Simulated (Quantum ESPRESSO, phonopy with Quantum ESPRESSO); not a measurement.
# Grüneisen parameters and expansion of KI (Fm-3m), part 5 of 8

Wanted: mode Grüneisen parameters of KI and a free-energy fit over volumes.

What experiment has found for this phase:
- volume expansion coefficient 113.7 1e-6/K near room temperature (given in “Descriptors for thermal expansion in solids”, 2017, arXiv:1701.03966)

Quantum ESPRESSO 7.5; DFT LDA, scalar-relativistic, plane waves, GBRV ultrasoft pseudopotentials.

So far. Step 4 (Ground state at this cell): On a basis chosen for the relaxed cell the pressure is -0.29 GPa; this rest, from the change of basis and mesh, shifts the reference volume slightly, and the fit over volumes finds the true minimum. Step 5 (Zone-centre response): The Born charges sum to zero within 0.015 e; the rest is removed before use. Acoustic frequencies in this log differ from zero by the error of the sum rule, which ph.x does not impose.

**6. Forces on a displaced cell**

System of this step: KI. Symmetry: Imm2, No. 44, orthorhombic system. The conventional cell has a = 9.594 Å, b = 13.567 Å, c = 9.594 Å, α = 90.00°, β = 90.00°, γ = 90.00°. Nearest to K lie 6 I at 3.39 Å. K has 6 I at 3.39 to 3.41 Å nearest. Nearest to K lie 6 I at 3.38 to 3.39 Å. Nearest to I lie 6 K at 3.38 to 3.41 Å. I has 6 K at 3.39 Å nearest. Farther neighbours and most contacts between anions are not listed.

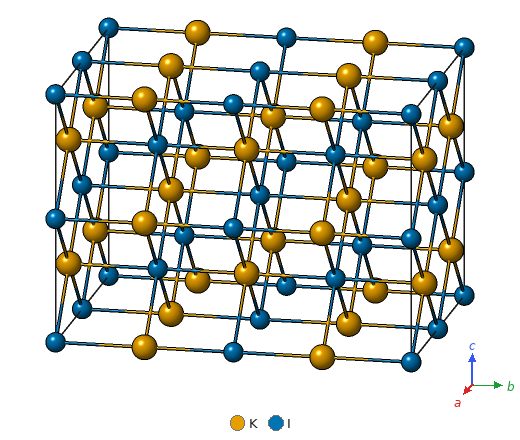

The cell of this step (potassium orange, iodine blue). Some periodic images of atoms are drawn too.

Input file disp-00002.in:

```
&control
   calculation = 'scf'
   prefix = 'x'
   outdir = './tmp'
   pseudo_dir = './pseudo'
   tprnfor = .true.
   disk_io = 'none'
/
&system
   ibrav = 0
   nat = 16
   ntyp = 2
   ecutwfc = 40.0
   ecutrho = 240.0
   occupations = 'fixed'
   nbnd = 66
/
&electrons
   conv_thr = 1.0d-11
   mixing_beta = 0.7
   electron_maxstep = 100
/
ATOMIC_SPECIES
 K      39.0983  K.upf
 I     126.9045  I.upf
CELL_PARAMETERS angstrom
     0.000000000    6.783737570    6.783737570
     6.783737570    0.000000000    6.783737570
     6.783737570    6.783737570    0.000000000
ATOMIC_POSITIONS crystal
 K      0.000000000   0.000000000   0.000000000
 K      0.500000000   0.000000000   0.000000000
 K      0.000000000   0.500000000   0.000000000
 K      0.500000000   0.500000000   0.000000000
 K      0.000000000   0.000000000   0.500000000
 K      0.500000000   0.000000000   0.500000000
 K      0.000000000   0.500000000   0.500000000
 K      0.500000000   0.500000000   0.500000000
 I      0.252084711   0.250000000   0.250000000
 I      0.750000000   0.250000000   0.250000000
 I      0.250000000   0.750000000   0.250000000
 I      0.750000000   0.750000000   0.250000000
 I      0.250000000   0.250000000   0.750000000
 I      0.750000000   0.250000000   0.750000000
 I      0.250000000   0.750000000   0.750000000
 I      0.750000000   0.750000000   0.750000000
K_POINTS automatic
 2 2 2 0 0 0
```

Started as:

```sh
$ OMP_NUM_THREADS=1 mpirun -n 4 pw.x -nk 4 -in disp-00002.in > disp-00002.out
```

The log of the run:

```text
[banner, memory and clock lines left out]
Program PWSCF v.7.5

     Message from routine setup:
     using ibrav=0 with symmetry is DISCOURAGED, use correct ibrav instead

     G-vector sticks info

     bravais-lattice index     =            0
     lattice parameter (alat)  =      18.1294  a.u.
     unit-cell volume          =    4213.4099 (a.u.)^3
     number of atoms/cell      =           16
     number of atomic types    =            2
     number of electrons       =       128.00
     number of Kohn-Sham states=           66
     kinetic-energy cutoff     =      40.0000  Ry
     charge density cutoff     =     240.0000  Ry
     scf convergence threshold =      1.0E-11
     mixing beta               =       0.7000
     number of iterations used =            8  plain     mixing
     Exchange-correlation= SLA  PZ   NOGX NOGC
                           (   1   1   0   0   0   0   0)

     celldm(1)=  18.129378  celldm(2)=   0.000000  celldm(3)=   0.000000
     celldm(4)=   0.000000  celldm(5)=   0.000000  celldm(6)=   0.000000

     crystal axes: (cart. coord. in units of alat)
               a(1) = (   0.000000   0.707107   0.707107 )
               a(2) = (   0.707107   0.000000   0.707107 )
               a(3) = (   0.707107   0.707107   0.000000 )

     reciprocal axes: (cart. coord. in units 2 pi/alat)
               b(1) = ( -0.707107  0.707107  0.707107 )
               b(2) = (  0.707107 -0.707107  0.707107 )
               b(3) = (  0.707107  0.707107 -0.707107 )

     PseudoPot. # 1 for K  read from file:
     ./pseudo/K.upf
     Pseudo is Ultrasoft + core correction, Zval =  9.0
     Using radial grid of  841 points,  6 beta functions with:
                l(1) =   0
                l(2) =   0
                l(3) =   1
                l(4) =   1
                l(5) =   2
                l(6) =   2
     Q(r) pseudized with  6 coefficients,  rinner =    1.500   1.500   1.500
                                                       1.500   1.500

     PseudoPot. # 2 for I  read from file:
     ./pseudo/I.upf
     Pseudo is Ultrasoft + core correction, Zval =  7.0
     Using radial grid of  893 points,  6 beta functions with:
                l(1) =   0
                l(2) =   0
                l(3) =   1
                l(4) =   1
                l(5) =   2
                l(6) =   2
     Q(r) pseudized with  8 coefficients,  rinner =    1.500   1.500   1.500
                                                       1.500   1.500

     atomic species   valence    mass     pseudopotential
     K                 9.00    39.09830     K ( 1.00)
     I                 7.00   126.90450     I ( 1.00)

      4 Sym. Ops. (no inversion) found ( 2 have fractional translation)

   Cartesian axes

     site n.     atom                  positions (alat units)
         1        K      tau(   1) = (   0.0000000   0.0000000   0.0000000  )
         2        K      tau(   2) = (   0.0000000   0.3535534   0.3535534  )
         3        K      tau(   3) = (   0.3535534   0.0000000   0.3535534  )
         4        K      tau(   4) = (   0.3535534   0.3535534   0.7071068  )
         5        K      tau(   5) = (   0.3535534   0.3535534   0.0000000  )
         6        K      tau(   6) = (   0.3535534   0.7071068   0.3535534  )
         7        K      tau(   7) = (   0.7071068   0.3535534   0.3535534  )
         8        K      tau(   8) = (   0.7071068   0.7071068   0.7071068  )
         9        I      tau(   9) = (   0.3535534   0.3550275   0.3550275  )
        10        I      tau(  10) = (   0.3535534   0.7071068   0.7071068  )
        11        I      tau(  11) = (   0.7071068   0.3535534   0.7071068  )
        12        I      tau(  12) = (   0.7071068   0.7071068   1.0606602  )
        13        I      tau(  13) = (   0.7071068   0.7071068   0.3535534  )
        14        I      tau(  14) = (   0.7071068   1.0606602   0.7071068  )
        15        I      tau(  15) = (   1.0606602   0.7071068   0.7071068  )
        16        I      tau(  16) = (   1.0606602   1.0606602   1.0606602  )

     number of k points=     5
                       cart. coord. in units 2pi/alat
        k(    1) = (   0.0000000   0.0000000   0.0000000), wk =   0.2500000
        k(    2) = (  -0.3535534  -0.3535534   0.3535534), wk =   0.5000000
        k(    3) = (  -0.7071068   0.0000000   0.0000000), wk =   0.2500000
        k(    4) = (  -0.3535534  -0.3535534  -0.3535534), wk =   0.5000000
        k(    5) = (  -0.0000000  -0.7071068   0.0000000), wk =   0.5000000

     Dense  grid:   264859 G-vectors     FFT dimensions: (  90,  90,  90)

     Smooth grid:   144431 G-vectors     FFT dimensions: (  80,  80,  80)

     Check: negative core charge=   -0.000002

     Initial potential from superposition of free atoms

     starting charge     123.9769, renormalised to     128.0000
     Starting wfcs are   96 randomized atomic wfcs

     per-process dynamical memory:   252.6 Mb

     Self-consistent Calculation

     iteration #  1     ecut=    40.00 Ry     beta= 0.70
     Davidson diagonalization with overlap
     ethr =  1.00E-02,  avg # of iterations =  2.0

     Threshold (ethr) on eigenvalues was too large:
     Diagonalizing with lowered threshold

     Davidson diagonalization with overlap
     ethr =  5.61E-04,  avg # of iterations =  4.8

     total energy              =    -974.76845610 Ry
     estimated scf accuracy    <       0.63527438 Ry

     iteration #  2     ecut=    40.00 Ry     beta= 0.70
     Davidson diagonalization with overlap
     ethr =  4.96E-04,  avg # of iterations =  4.2

     total energy              =    -974.97054508 Ry
     estimated scf accuracy    <       0.03743729 Ry

     iteration #  3     ecut=    40.00 Ry     beta= 0.70
     Davidson diagonalization with overlap
     ethr =  2.92E-05,  avg # of iterations =  9.0

     total energy              =    -974.99021418 Ry
     estimated scf accuracy    <       0.01193616 Ry

     iteration #  4     ecut=    40.00 Ry     beta= 0.70
     Davidson diagonalization with overlap
     ethr =  9.33E-06,  avg # of iterations =  3.8

     total energy              =    -974.99445978 Ry
     estimated scf accuracy    <       0.00046595 Ry

     iteration #  5     ecut=    40.00 Ry     beta= 0.70
     Davidson diagonalization with overlap
     ethr =  3.64E-07,  avg # of iterations =  7.6

     total energy              =    -974.99451542 Ry
     estimated scf accuracy    <       0.00046382 Ry

     iteration #  6     ecut=    40.00 Ry     beta= 0.70
     Davidson diagonalization with overlap
     ethr =  3.62E-07,  avg # of iterations =  3.8

     total energy              =    -974.99469833 Ry
     estimated scf accuracy    <       0.00003556 Ry

     iteration #  7     ecut=    40.00 Ry     beta= 0.70
     Davidson diagonalization with overlap
     ethr =  2.78E-08,  avg # of iterations =  9.4

     total energy              =    -974.99471475 Ry
     estimated scf accuracy    <       0.00003835 Ry

     iteration #  8     ecut=    40.00 Ry     beta= 0.70
     Davidson diagonalization with overlap
     ethr =  2.78E-08,  avg # of iterations =  2.0

     total energy              =    -974.99471566 Ry
     estimated scf accuracy    <       0.00000565 Ry

     iteration #  9     ecut=    40.00 Ry     beta= 0.70
     Davidson diagonalization with overlap
     ethr =  4.42E-09,  avg # of iterations =  8.6

     total energy              =    -974.99472128 Ry
     estimated scf accuracy    <       0.00000025 Ry

     iteration # 10     ecut=    40.00 Ry     beta= 0.70
     Davidson diagonalization with overlap
     c_bands:  1 eigenvalues not converged
     ethr =  1.92E-10,  avg # of iterations = 16.2

     total energy              =    -974.99472179 Ry
     estimated scf accuracy    <       0.00000044 Ry

     iteration # 11     ecut=    40.00 Ry     beta= 0.70
     Davidson diagonalization with overlap
     ethr =  1.92E-10,  avg # of iterations =  3.4

     total energy              =    -974.99472169 Ry
     estimated scf accuracy    <       0.00000017 Ry

     iteration # 12     ecut=    40.00 Ry     beta= 0.70
     Davidson diagonalization with overlap
     ethr =  1.32E-10,  avg # of iterations =  4.0

     total energy              =    -974.99472176 Ry
     estimated scf accuracy    <          7.2E-09 Ry

     iteration # 13     ecut=    40.00 Ry     beta= 0.70
     Davidson diagonalization with overlap
     ethr =  5.59E-12,  avg # of iterations = 12.6

     total energy              =    -974.99472177 Ry
     estimated scf accuracy    <          2.7E-09 Ry

     iteration # 14     ecut=    40.00 Ry     beta= 0.70
     Davidson diagonalization with overlap
     ethr =  2.09E-12,  avg # of iterations =  4.8

     total energy              =    -974.99472177 Ry
     estimated scf accuracy    <          2.3E-09 Ry

     iteration # 15     ecut=    40.00 Ry     beta= 0.70
     Davidson diagonalization with overlap
     ethr =  1.79E-12,  avg # of iterations =  2.0

     total energy              =    -974.99472177 Ry
     estimated scf accuracy    <          1.9E-10 Ry

     iteration # 16     ecut=    40.00 Ry     beta= 0.70
     Davidson diagonalization with overlap
     ethr =  1.52E-13,  avg # of iterations =  9.8

     End of self-consistent calculation

          k = 0.0000 0.0000 0.0000 ( 18053 PWs)   bands (ev):

   -26.0130 -26.0104 -26.0072 -26.0061 -26.0060 -26.0045 -26.0010 -26.0001
   -10.0471 -10.0471 -10.0471 -10.0471  -9.7926  -9.7925  -9.7925  -9.7415
    -9.7414  -9.7413  -9.7412  -9.7412  -9.7411  -9.7112  -9.7111  -9.7103
    -9.7096  -9.7096  -9.7094  -9.7092  -9.7091  -9.7055  -9.7047  -9.7043
    -8.8205  -8.6178  -8.6178  -8.6177  -8.2872  -8.2872  -8.2871  -8.2870
     0.3058   0.3059   0.3059   0.3059   0.7679   0.7680   0.7680   1.5286
     1.5286   1.5286   1.5286   1.5286   1.5286   1.5287   1.5287   1.5512
     1.5513   1.5513   1.5513   1.5513   1.5513   2.0030   2.0030   2.0030
     5.9058   6.4652

          k =-0.3536-0.3536 0.3536 ( 18018 PWs)   bands (ev):

   -26.0115 -26.0115 -26.0067 -26.0067 -26.0053 -26.0053 -26.0007 -26.0007
    -9.9204  -9.9202  -9.9192  -9.9192  -9.9183  -9.9181  -9.9074  -9.9074
    -9.7447  -9.7446  -9.7420  -9.7420  -9.7393  -9.7391  -9.7269  -9.7268
    -9.7257  -9.7257  -9.7239  -9.7239  -9.7078  -9.7077  -9.7074  -9.7074
    -8.5261  -8.5261  -8.4370  -8.4370  -8.4368  -8.4368  -8.4367  -8.4365
     0.6864   0.6871   0.6878   0.6878   0.6884   0.6891   1.0109   1.0109
     1.2906   1.2952   1.2952   1.2952   1.2953   1.2999   1.5385   1.5385
     1.5394   1.5394   1.5404   1.5404   1.7506   1.7506   1.7507   1.7507
     7.0428   7.0428

          k =-0.7071 0.0000 0.0000 ( 18102 PWs)   bands (ev):

[...]
7.3590   7.3592

          k =-0.3536-0.3536-0.3536 ( 18018 PWs)   bands (ev):

[...]
7.0428   7.0429

          k =-0.0000-0.7071 0.0000 ( 18102 PWs)   bands (ev):

   -26.0114 -26.0113 -26.0061 -26.0061 -26.0060 -26.0060 -26.0007 -26.0007
    -9.9540  -9.9537  -9.9537  -9.9534  -9.8558  -9.8551  -9.8347  -9.8346
    -9.7662  -9.7662  -9.7661  -9.7661  -9.7449  -9.7449  -9.7449  -9.7446
    -9.7241  -9.7240  -9.7240  -9.7240  -9.7100  -9.7098  -9.7098  -9.7098
    -8.5656  -8.5653  -8.4748  -8.4747  -8.3967  -8.3965  -8.3965  -8.3963
     0.6701   0.6705   0.6711   0.6715   0.9740   0.9751   1.0856   1.0856
     1.0890   1.0890   1.2078   1.2078   1.3568   1.3597   1.3597   1.3628
     1.5447   1.5457   1.5458   1.5468   1.7403   1.7403   1.7426   1.7426
     7.3589   7.3594

     highest occupied, lowest unoccupied level (ev):     2.0030    5.9058

!    total energy              =    -974.99472177 Ry
     estimated scf accuracy    <          8.6E-12 Ry

     The total energy is the sum of the following terms:
     one-electron contribution =    -210.30118731 Ry
     hartree contribution      =     144.29544333 Ry
     xc contribution           =    -451.34750546 Ry
     ewald contribution        =    -457.64147234 Ry

     convergence has been achieved in  16 iterations

     Forces acting on atoms (cartesian axes, Ry/au):

     atom    1 type  1   force =     0.00000025   -0.00000739   -0.00000739
     atom    2 type  1   force =     0.00000149    0.00001038    0.00001038
     atom    3 type  1   force =    -0.00000000    0.00040005    0.00001239
     atom    4 type  1   force =     0.00000000    0.00000888    0.00042635
     atom    5 type  1   force =     0.00000000    0.00001239    0.00040005
     atom    6 type  1   force =    -0.00000000    0.00042635    0.00000888
     atom    7 type  1   force =    -0.00000149    0.00001038    0.00001038
     atom    8 type  1   force =    -0.00000025   -0.00000739   -0.00000739
     atom    9 type  2   force =    -0.00000000   -0.00103334   -0.00103334
     atom   10 type  2   force =     0.00000000    0.00010352    0.00010352
     atom   11 type  2   force =     0.00006296   -0.00001045    0.00004056
     atom   12 type  2   force =    -0.00006296    0.00004056   -0.00001045
     atom   13 type  2   force =     0.00006296    0.00004056   -0.00001045
     atom   14 type  2   force =    -0.00006296   -0.00001045    0.00004056
     atom   15 type  2   force =    -0.00000000   -0.00002238   -0.00002238
     atom   16 type  2   force =     0.00000000    0.00003833    0.00003833

     Total force =     0.001694     Total SCF correction =     0.000001
     Message from routine punch:
     Nothing written, as per user request (disk_io='none')
```

Wall time 7.2 min (4 MPI ranks of Arm Neoverse N1, shared host).

Numbers from this step:

- gap on the k-mesh: 3.903 eV

At this level the gap is 3.90 eV on the k-mesh of the self-consistent run, which can miss the band edges.

**7. Forces on a displaced cell**

One atom (for the harmonic constants) or a pair of atoms (for the cubic ones) is moved by a few hundredths of an ångström; the forces on all atoms give a column of force constants. The threshold is tight because the forces are small.

disp-00001.in, as its differences from disp-00002.in of step 6:

```diff
@@ -30,3 +30,3 @@
 ATOMIC_POSITIONS crystal
- K      0.000000000   0.000000000   0.000000000
+ K      0.002084711   0.000000000   0.000000000
  K      0.500000000   0.000000000   0.000000000
@@ -38,3 +38,3 @@
  K      0.500000000   0.500000000   0.500000000
- I      0.252084711   0.250000000   0.250000000
+ I      0.250000000   0.250000000   0.250000000
  I      0.750000000   0.250000000   0.250000000
```

Started as:

```sh
$ OMP_NUM_THREADS=1 mpirun -n 4 pw.x -nk 4 -in disp-00001.in > disp-00001.out
```

The log of the run:

```text
[banner, memory and clock lines left out]
Program PWSCF v.7.5

     Message from routine setup:
     using ibrav=0 with symmetry is DISCOURAGED, use correct ibrav instead

     G-vector sticks info

     bravais-lattice index     =            0
     lattice parameter (alat)  =      18.1294  a.u.
     unit-cell volume          =    4213.4099 (a.u.)^3
     number of atoms/cell      =           16
     number of atomic types    =            2
     number of electrons       =       128.00
[...]
atom    1 type  1   force =    -0.00000000   -0.00104799   -0.00104799
     atom    2 type  1   force =     0.00000000    0.00014990    0.00014990
     atom    3 type  1   force =     0.00011708   -0.00000880    0.00003311
[...]
atom   15 type  2   force =     0.00000213    0.00001073    0.00001073
     atom   16 type  2   force =     0.00000018   -0.00000726   -0.00000726

     Total force =     0.001736     Total SCF correction =     0.000003
     Message from routine punch:
     Nothing written, as per user request (disk_io='none')
[key lines of the parts left out:]
!    total energy              =    -974.99472237 Ry
convergence has been achieved in  14 iterations
```

The job ended after 8.1 min (4 MPI ranks).

**8. Lattice dynamics at this volume, V/V0 1**

This step: DFT LDA, scalar-relativistic, plane waves, GBRV ultrasoft pseudopotentials (phonopy with Quantum ESPRESSO 4.10.0 / 7.5).

Run time: 8.1 min. Hardware: 8 threads.

Numbers from this step:

```yaml
point_group: m-3m
highest_frequency: 148.7 cm⁻¹
debye_temperature_from_the_second_moment: 174 K
lowest_frequency_on_the_path: 0 cm⁻¹
zero_point_energy: 0.03173 eV/cell
gamma_frequencies: 0, 0, 0, 118.9, 118.9, 118.9 cm⁻¹ (negative: imaginary)
```

Phonopy, LO-TO term from ph.x's tensors. The phonon branches at the labelled points (cm⁻¹):

| point | branch 1 | branch 2 | branch 3 | branch 4 | branch 5 | branch 6 |
| --- | --- | --- | --- | --- | --- | --- |
| Γ | 0 | 0 | 0 | 119 | 119 | 149 |
| X | 27 | 27 | 46 | 123 | 123 | 129 |
| U | 42 | 43 | 53 | 116 | 125 | 128 |
| jump to K | 42 | 43 | 53 | 116 | 125 | 128 |
| Γ | 0 | 0 | 0 | 119 | 119 | 149 |
| L | 61 | 61 | 72 | 106 | 106 | 142 |
| W | 38 | 38 | 63 | 113 | 127 | 127 |
| X | 27 | 27 | 46 | 123 | 123 | 129 |

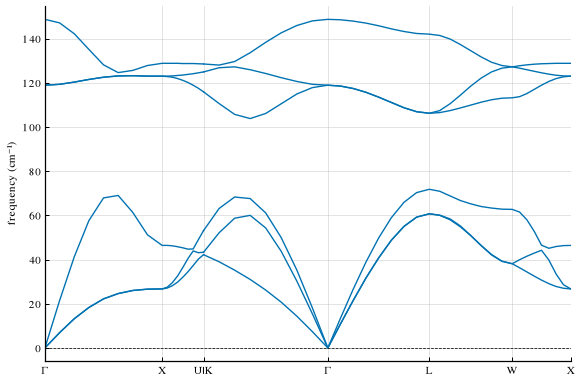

Phonon branches along the path.

Harmonic. Thermo, by row:

| T (K) | F_vib (meV/atom) | S (J/mol-atom/K) | C_V (J/mol-atom/K) |
| --- | --- | --- | --- |
| 0 | 15.86 | 0 | 0 |
| 50 | 13.54 | 11.75 | 15.44 |
| 100 | 3.85 | 24.84 | 21.62 |
| 150 | -11.52 | 33.99 | 23.35 |
| 200 | -30.98 | 40.82 | 24.02 |
| 250 | -53.58 | 46.22 | 24.34 |
| 300 | -78.72 | 50.67 | 24.52 |
| 350 | -106 | 54.46 | 24.63 |
| 400 | -135.1 | 57.75 | 24.7 |
| 450 | -165.8 | 60.66 | 24.75 |
| 500 | -197.9 | 63.27 | 24.78 |
| 550 | -231.3 | 65.64 | 24.81 |
| 600 | -265.9 | 67.8 | 24.83 |
| 650 | -301.6 | 69.78 | 24.84 |
| 700 | -338.2 | 71.63 | 24.86 |
| 750 | -375.8 | 73.34 | 24.87 |
| 800 | -414.2 | 74.95 | 24.88 |
| 850 | -453.4 | 76.46 | 24.88 |
| 900 | -493.4 | 77.88 | 24.89 |
| 950 | -534.1 | 79.22 | 24.89 |
| 1000 | -575.5 | 80.5 | 24.9 |

Phonopy on the run's constants, 15x15x15 mesh, Gaussian sigma 2.0 cm⁻¹. Modes against wavenumber; read off at these points; values in 1/cm⁻¹/cell:

| wavenumber (cm⁻¹) | I | K |
| --- | --- | --- |
| -10.0 | 0 | 0 |
| 0.0 | 1.4e-4 | 4.0e-5 |
| 10.0 | 0.00145 | 4.4e-4 |
| 20.0 | 0.00810 | 0.00224 |
| 30.0 | 0.0376 | 0.00945 |
| 40.0 | 0.0518 | 0.0109 |
| 50.0 | 0.0569 | 0.00819 |
| 58.5 | 0.0754 | 0.00423 |
| 60.0 | 0.0734 | 0.00361 |
| 66.1 | 0.0737 | 0.00242 |
| 70.0 | 0.0295 | 6.5e-4 |
| 80.0 | 0 | 0 |
| 90.0 | 0 | 0 |
| 100.0 | 1.3e-5 | 7.4e-4 |
| 110.0 | 0.00684 | 0.0761 |
| 120.0 | 0.0184 | 0.0860 |
| 122.7 | 0.0206 | 0.0931 |
| 130.0 | 0.00878 | 0.0712 |
| 140.0 | 0.00283 | 0.0377 |
| 150.0 | 3.4e-4 | 0.00134 |
| 160.0 | 0 | 0 |

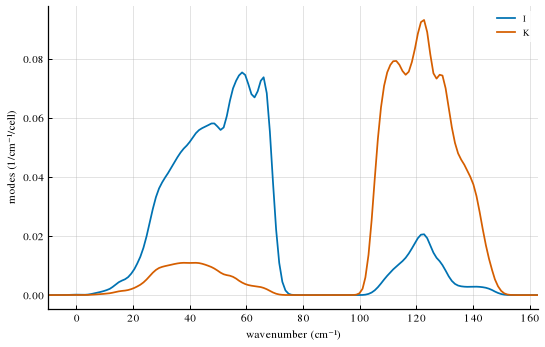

Modes, plotted against wavenumber.

No LO-TO term. Modes at Γ, with each element's share of the kinetic energy:

| mode | frequency (cm⁻¹) | symmetry | K % | I % |
| --- | --- | --- | --- | --- |
| 1 | 0.0 | T1u | 24 | 76 |
| 2 | 0.0 | T1u | 24 | 76 |
| 3 | 0.0 | T1u | 24 | 76 |
| 4 | 118.9 | T1u | 76 | 24 |
| 5 | 118.9 | T1u | 76 | 24 |
| 6 | 118.9 | T1u | 76 | 24 |

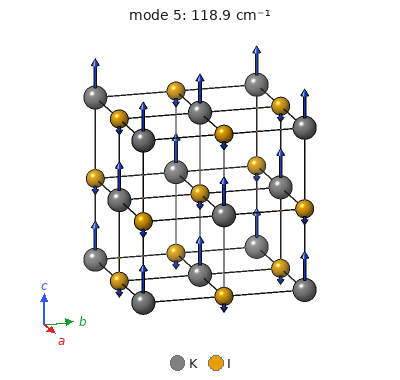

Displacement patterns of mode 5 at Γ; arrows are exaggerated. Some periodic images of atoms are drawn too.

No mode is imaginary beyond numerical noise along the path.

The time given is that of the 2 pw.x runs on displaced cells behind this step.

The supercell is 7.8 Å across at its narrowest and was not tested against a larger one: only its own wavevectors are exact, and acoustic branches between them, with the entropy at low temperature, can be off.

(Continued in part 6 of 8.)

[Logs are printed without paths, hosts, clocks, repeated set-up lines and the standing remarks that a program may print on its own settings, such as how far it seeks lower states.]

[Hosts, paths, dates, database ids (printed as entryN), source tags and the programs' standing remarks are cut or masked in the printed files.]

[A step with changed settings may run another functional than the one named; its input shows which.]

[Of the runs on displaced cells, only some may be shown.]
